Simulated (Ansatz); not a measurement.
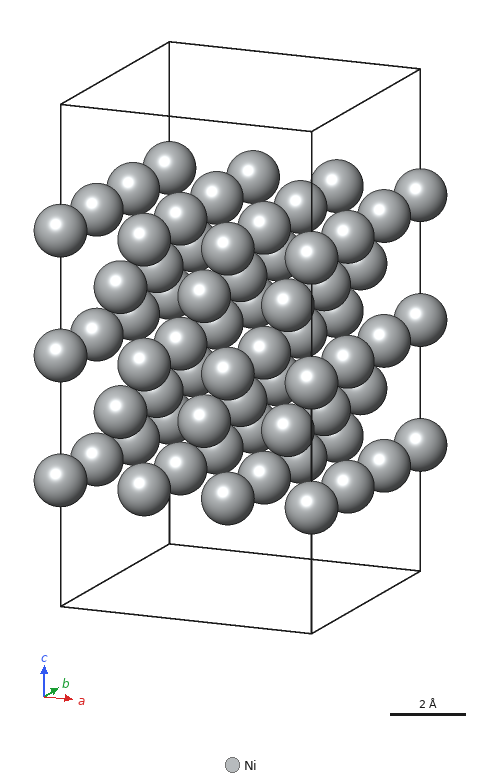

**Figure 1.** The input geometry (spheres-only view of the 3 × 3 repeat of the cell, with the vacuum cut short, seen slightly off an axis).

**Single-point calculation of Ni (part 1 of 2)**

- system: Ni (slab, 5 atoms in the cell)
- method: DFT, PBEsol, all-electron LAPW, scalar-relativistic, spin-polarised (Ansatz 0.2.0)

Figures and captions count atoms from 1; the log counts them from 0 in places.

**The input**
```yaml
crystal:
  lattice:
    - [2.4496600307, 0.0, 0.0]
    - [0.0, 2.4496600307, 0.0]
    - [0.0, 0.0, 22.9287]
  atoms:
    - { symbol: Ni, position: [0.0, 0.0, 0.3489080308], spin: 1.0 }
    - { symbol: Ni, position: [0.5, 0.5, 0.4244540152], spin: 1.0 }
    - { symbol: Ni, position: [0.0, 0.0, 0.5], spin: 1.0 }
    - { symbol: Ni, position: [0.5, 0.5, 0.5755459848], spin: 1.0 }
    - { symbol: Ni, position: [0.0, 0.0, 0.6510919692], spin: 1.0 }
magnetization:
  spin_polarized: true
kpoints:
  mp_grid: { grid: [17, 17, 1] }
scf:
  occupations: { method: fermi_dirac, width: 0.1 }
hamiltonian:
  xc: pbesol
  pseudopotentials: { kind: all_electron, lapw: { basis_error: 0.001 } }
output:
  forces: true
  stress: true
  eigenvalues: true
  populations: true
  dos: { projected: true, de: 0.2, e_range: [-14, 8] }
efield:
  axis: 3
  amplitude: 0
  dipole_correction: true
```

Run on 3 threads of Arm Neoverse V2, 128 GiB of memory available, shared host.

Launched with:
```bash
ansatz run input.yaml --threads 3 --pin off --max-ram 9216MiB --backend cpu --events-out ev --progress --plain --runs-dir out
```

**What the program printed**
```
Ni: projections on atomic orbitals take those of the free atom 1s2 2s2 2p6 3s2 3p6 3d8 4s2, of charge +0.00 (hamiltonian.pseudopotentials.projection_atoms)
LAPW: plane waves up to 9.194 Å⁻¹, error target 1.0e-3 eV per atom; small_component_spin mean_spin; Ni in spheres of 1.225 Å, 18 of its electrons in bands, Dirac shells [] (how accurate: hamiltonian.pseudopotentials.lapw.basis_error, Limitations)
Engine: ansatz 0.2.0, aarch64-unknown-linux-gnu
Pseudopotentials: kind: all_electron
Pseudopotential: Ni, LAPW, valence charge 18, lapw/all_electron/scalar/gaussian/Ni, Koelling and Harmon's equation, gaussian nucleus
Functional definition: PBEsol
  exchange = pbesol_x
  correlation = pbesol_c
Crystal: 5 atoms, lattice volume = 137.591 Å³
Basis set: ecut = 322.0316941869828 eV, 1775 PW (Γ), exchange–correlation at level 2
Bands: 57, of which v1, the nominal top of the filled ones, is band 45 counted from 1 (44 counted from 0)
Symmetry: 8 space group operations
k-points: 45 of 289
Non-local potential: Ni, projectors of the file, none
Initial density: superposition of atomic densities (neutral atoms: chi_scale 0, normalization atom)
Starting moments: Σ|m| = 5 μB on 5 of 5 sites
Initial wavefunctions: plane waves of lowest kinetic energy (no species holds an atomic orbital)
Functional: x = pbesol(κ = 0.804, μ = 0.12345679012345678), c = pbesol(β = 0.046)
iter 1 solved again at ethr=1.38e-2 eV; its pass at ethr=1.00e-1 eV (dr2=1.24e1 eV) is discarded
SCF iter   1: F=—  HF=-206739.997810 eV  |F-HF|=—  |Δ(HF+E_count)|=         —  Δρ=2.05e-2 (↑1.16e-2 ↓2.05e-2)  dr2=1.24e1  dr2_m=1.98e-1  M=3.322 μB ∫|m|=3.498 μB  β_m=0.89  ethr=1.38e-2  p=0.000 e·Å  D=5.79e-14 V/Å  ΔV_dip=-0.00 eV  dr2_dipole=5.23e-21  V_vac-E_F(+/−)=9.02/9.02 eV  ⟨swp⟩=2.0  Hψ=34451  notcnv=0
Mixer restart at iter 1: flushing history
efield: sawtooth ramp at fractional position 0.9500 (placed from the atoms, in the widest stretch of the axis that holds none; the zero of the levels goes with the place), width 0.1000; the density the first Hamiltonian is built on has a dipole p = 0.000 e·Å; the dipole correction subtracts the counter field D = 9.60e-14 V/Å, which shifts the + side's vacuum level by -0.00 eV against the − side's; the planar-averaged density in the ramp window peaks in size at 1.2e-6 e/Å³
preconditioner: auto → LDOS  [metal: Δε(μ)=0.006 eV  Ē_g=8.596 eV  σ=0.100 eV  W_gap=0.01  n_scr=18 (ndim 8)  ℏωp=22.4 eV  f_vac=0.559  D(μ)=9.85/eV (n_scr^D=102)]
spin=Collinear: LDOS preconditioning applied to the charge; magnetization (m = ρ↑ − ρ↓) channel mixes plain (no charge-response kernel on spin).
SCF iter   2: F=—  HF=-206739.100441 eV  |F-HF|=—  |Δ(HF+E_count)|=   8.97e-1  Δρ=7.38e-3 (↑6.25e-3 ↓7.38e-3)  dr2=4.85e0  dr2_m=3.10e-3  M=3.239 μB ∫|m|=3.519 μB  β_m=0.32  ethr=1.38e-2  p=-0.000 e·Å  D=-8.21e-7 V/Å  ΔV_dip=0.00 eV  dr2_dipole=6.68e-10  V_vac-E_F(+/−)=7.62/7.62 eV  ⟨swp⟩=2.1  Hψ=15401  notcnv=0
density mixer auto → msr1: a metal under ldos (density of states about μ 3.67 of a free-electron gas's, 18 screened modes)
SCF iter   3: F=—  HF=-206738.791617 eV  |F-HF|=—  |Δ(HF+E_count)|=   3.09e-1  Δρ=6.35e-3 (↑6.35e-3 ↓3.25e-3)  dr2=1.36e0  dr2_m=1.36e-2  M=3.247 μB ∫|m|=3.582 μB  β_m=0.66  ethr=5.38e-3  p=-0.000 e·Å  D=-8.17e-7 V/Å  ΔV_dip=0.00 eV  dr2_dipole=1.33e-10  V_vac-E_F(+/−)=6.47/6.47 eV  ⟨swp⟩=2.4  Hψ=15420  notcnv=0
iter 4 solved again at ethr=2.85e-5 eV; its pass at ethr=1.51e-3 eV (dr2=2.57e-2 eV) is discarded
SCF iter   4: F=—  HF=-206738.751775 eV  |F-HF|=—  |Δ(HF+E_count)|=   3.98e-2  Δρ=1.82e-3 (↑1.70e-3 ↓1.82e-3)  dr2=2.55e-2  dr2_m=2.03e-3  M=3.305 μB ∫|m|=3.671 μB  β_m=0.60  ethr=2.85e-5  p=0.000 e·Å  D=2.93e-6 V/Å  ΔV_dip=-0.00 eV  dr2_dipole=3.35e-9  V_vac-E_F(+/−)=5.26/5.26 eV  ⟨swp⟩=2.0  Hψ=26104  notcnv=0
SCF iter   5: F=—  HF=-206738.738741 eV  |F-HF|=—  |Δ(HF+E_count)|=         —  Δρ=1.58e-3 (↑9.21e-4 ↓1.58e-3)  dr2=1.06e-1  dr2_m=7.40e-4  M=3.328 μB ∫|m|=3.705 μB  β_m=0.56  ethr=2.83e-5  p=0.000 e·Å  D=1.38e-6 V/Å  ΔV_dip=-0.00 eV  dr2_dipole=1.61e-9  V_vac-E_F(+/−)=5.14/5.14 eV  ⟨swp⟩=3.0  Hψ=15738  notcnv=0
the basis was enlarged: its passes take 2.0 MiB over the memory plan, 3 of 3 planned eigensolver slots
SCF iter   6: F=—  HF=-206738.733443 eV  |F-HF|=—  |Δ(HF+E_count)|=   5.30e-3  Δρ=7.09e-4 (↑6.58e-4 ↓7.09e-4)  dr2=1.06e-2  dr2_m=1.77e-5  M=3.317 μB ∫|m|=3.717 μB  β_m=0.78  ethr=2.83e-5  p=0.000 e·Å  D=9.37e-7 V/Å  ΔV_dip=-0.00 eV  dr2_dipole=1.53e-10  V_vac-E_F(+/−)=4.92/4.92 eV  ⟨swp⟩=3.0  Hψ=15026  notcnv=0
SCF iter   7: F=—  HF=-206738.735889 eV  |F-HF|=—  |Δ(HF+E_count)|=   2.45e-3  Δρ=8.43e-4 (↑5.26e-4 ↓8.43e-4)  dr2=3.16e-2  dr2_m=3.94e-5  M=3.309 μB ∫|m|=3.713 μB  β_m=0.67  ethr=1.18e-5  p=0.000 e·Å  D=7.44e-7 V/Å  ΔV_dip=-0.00 eV  dr2_dipole=7.66e-9  V_vac-E_F(+/−)=5.09/5.09 eV  ⟨swp⟩=2.9  Hψ=14964  notcnv=0
SCF iter   8: F=—  HF=-206738.735892 eV  |F-HF|=—  |Δ(HF+E_count)|=   2.82e-6  Δρ=5.96e-4 (↑2.98e-4 ↓5.96e-4)  dr2=1.34e-2  dr2_m=3.70e-5  M=3.308 μB ∫|m|=3.718 μB  β_m=0.59  ethr=1.18e-5  p=-0.000 e·Å  D=-1.38e-6 V/Å  ΔV_dip=0.00 eV  dr2_dipole=1.89e-8  V_vac-E_F(+/−)=5.06/5.06 eV  ⟨swp⟩=2.0  Hψ=14530  notcnv=0
SCF iter   9: F=—  HF=-206738.735806 eV  |F-HF|=—  |Δ(HF+E_count)|=   8.61e-5  Δρ=1.67e-4 (↑1.67e-4 ↓1.51e-4)  dr2=2.73e-4  dr2_m=5.88e-6  M=3.313 μB ∫|m|=3.726 μB  β_m=0.65  ethr=1.18e-5  p=0.000 e·Å  D=2.37e-7 V/Å  ΔV_dip=-0.00 eV  dr2_dipole=1.92e-8  V_vac-E_F(+/−)=5.02/5.02 eV  ⟨swp⟩=2.0  Hψ=14526  notcnv=0
SCF iter  10: F=—  HF=-206738.735994 eV  |F-HF|=—  |Δ(HF+E_count)|=   1.89e-4  Δρ=6.88e-5 (↑5.32e-5 ↓6.88e-5)  dr2=1.75e-4  dr2_m=1.49e-6  M=3.312 μB ∫|m|=3.721 μB  β_m=0.78  ethr=3.04e-7  p=-0.000 e·Å  D=-1.20e-6 V/Å  ΔV_dip=0.00 eV  dr2_dipole=4.80e-8  V_vac-E_F(+/−)=5.07/5.07 eV  ⟨swp⟩=3.0  Hψ=16281  notcnv=0
SCF iter  11: F=—  HF=-206738.736007 eV  |F-HF|=—  |Δ(HF+E_count)|=   1.28e-5  Δρ=2.07e-5 (↑1.90e-5 ↓2.07e-5)  dr2=6.58e-6  dr2_m=1.84e-7  M=3.313 μB ∫|m|=3.720 μB  β_m=0.75  ethr=1.95e-7  p=0.000 e·Å  D=1.69e-6 V/Å  ΔV_dip=-0.00 eV  dr2_dipole=2.53e-7  V_vac-E_F(+/−)=5.05/5.05 eV  ⟨swp⟩=2.7  Hψ=14682  notcnv=0
SCF iter  12: F=—  HF=-206738.736008 eV  |F-HF|=—  |Δ(HF+E_count)|=   4.37e-7  Δρ=1.23e-5 (↑1.23e-5 ↓1.13e-5)  dr2=1.73e-6  dr2_m=1.76e-8  M=3.313 μB ∫|m|=3.719 μB  β_m=0.74  ethr=7.31e-9  p=-0.000 e·Å  D=-1.78e-6 V/Å  ΔV_dip=0.00 eV  dr2_dipole=9.87e-8  V_vac-E_F(+/−)=5.05/5.05 eV  ⟨swp⟩=2.8  Hψ=14680  notcnv=0
SCF iter  13: F=—  HF=-206738.736008 eV  |F-HF|=—  |Δ(HF+E_count)|=   2.37e-7  Δρ=1.01e-5 (↑1.01e-5 ↓9.94e-6)  dr2=2.62e-6  dr2_m=2.36e-9  M=3.313 μB ∫|m|=3.719 μB  β_m=0.75  ethr=1.92e-9  p=0.000 e·Å  D=2.05e-6 V/Å  ΔV_dip=-0.00 eV  dr2_dipole=9.86e-8  V_vac-E_F(+/−)=5.05/5.05 eV  ⟨swp⟩=2.6  Hψ=14582  notcnv=0
SCF iter  14: F=—  HF=-206738.736008 eV  |F-HF|=—  |Δ(HF+E_count)|=   2.25e-7  Δρ=8.84e-6 (↑8.68e-6 ↓8.84e-6)  dr2=2.48e-6  dr2_m=2.02e-9  M=3.313 μB ∫|m|=3.719 μB  β_m=0.68  ethr=1.92e-9  p=-0.000 e·Å  D=-2.59e-6 V/Å  ΔV_dip=0.00 eV  dr2_dipole=1.27e-7  V_vac-E_F(+/−)=5.05/5.05 eV  ⟨swp⟩=2.0  Hψ=14525  notcnv=0
SCF iter  15: F=—  HF=-206738.736008 eV  |F-HF|=—  |Δ(HF+E_count)|=   1.28e-7  Δρ=7.30e-6 (↑7.30e-6 ↓7.18e-6)  dr2=9.29e-7  dr2_m=2.64e-9  M=3.313 μB ∫|m|=3.719 μB  β_m=0.53  ethr=1.92e-9  p=0.000 e·Å  D=2.14e-6 V/Å  ΔV_dip=-0.00 eV  dr2_dipole=7.86e-8  V_vac-E_F(+/−)=5.05/5.05 eV  ⟨swp⟩=2.0  Hψ=14525  notcnv=0
SCF iter  16: F=—  HF=-206738.736008 eV  |F-HF|=—  |Δ(HF+E_count)|=   1.29e-8  Δρ=4.92e-6 (↑4.92e-6 ↓4.39e-6)  dr2=2.92e-7  dr2_m=1.29e-9  M=3.313 μB ∫|m|=3.719 μB  β_m=0.49  ethr=1.03e-9  p=0.000 e·Å  D=7.02e-7 V/Å  ΔV_dip=-0.00 eV  dr2_dipole=5.52e-9  V_vac-E_F(+/−)=5.05/5.05 eV  ⟨swp⟩=2.0  Hψ=14526  notcnv=0
SCF iter  17: F=—  HF=-206738.736008 eV  |F-HF|=—  |Δ(HF+E_count)|=   7.12e-8  Δρ=2.69e-6 (↑2.69e-6 ↓2.43e-6)  dr2=6.76e-8  dr2_m=1.68e-9  M=3.313 μB ∫|m|=3.719 μB  β_m=0.72  ethr=3.24e-10  p=0.000 e·Å  D=4.39e-7 V/Å  ΔV_dip=-0.00 eV  dr2_dipole=1.75e-9  V_vac-E_F(+/−)=5.05/5.05 eV  ⟨swp⟩=2.0  Hψ=14525  notcnv=0
SCF iter  18: F=—  HF=-206738.736008 eV  |F-HF|=—  |Δ(HF+E_count)|=   8.31e-8  Δρ=7.42e-7 (↑3.80e-7 ↓7.42e-7)  dr2=5.82e-9  dr2_m=1.98e-10  M=3.313 μB ∫|m|=3.719 μB  β_m=0.73  ethr=7.51e-11  p=-0.000 e·Å  D=-7.09e-8 V/Å  ΔV_dip=0.00 eV  dr2_dipole=1.77e-11  V_vac-E_F(+/−)=5.05/5.05 eV  ⟨swp⟩=2.9  Hψ=14847  notcnv=0
SCF iter  19: F=-206738.736008 eV  HF=-206738.736008 eV  |F-HF|=9.52e-8  |Δ(HF+E_count)|=  8.73e-10  Δρ=1.71e-6 (↑3.78e-7 ↓1.71e-6)  dr2=6.98e-8  dr2_m=5.85e-10  M=3.313 μB ∫|m|=3.719 μB  ethr=6.46e-12  p=-0.000 e·Å  D=-1.93e-7 V/Å  ΔV_dip=0.00 eV  dr2_dipole=1.05e-9  V_vac-E_F(+/−)=5.05/5.05 eV  ⟨swp⟩=2.1  Hψ=14531  notcnv=0
SCF 1 converged in 19 iterations: F = -206738.736008 eV  dr2 = 6.98e-8
```

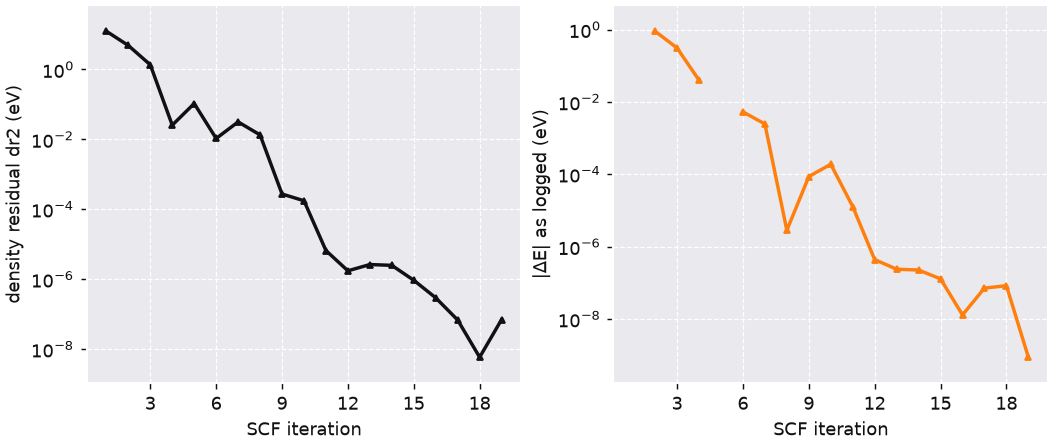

**Figure 2.** Convergence of the self-consistent field: density residual dr2 and size of the energy change against the SCF iteration. The residual falls unevenly and jumps up by a factor of two or more 3 times on the way down.
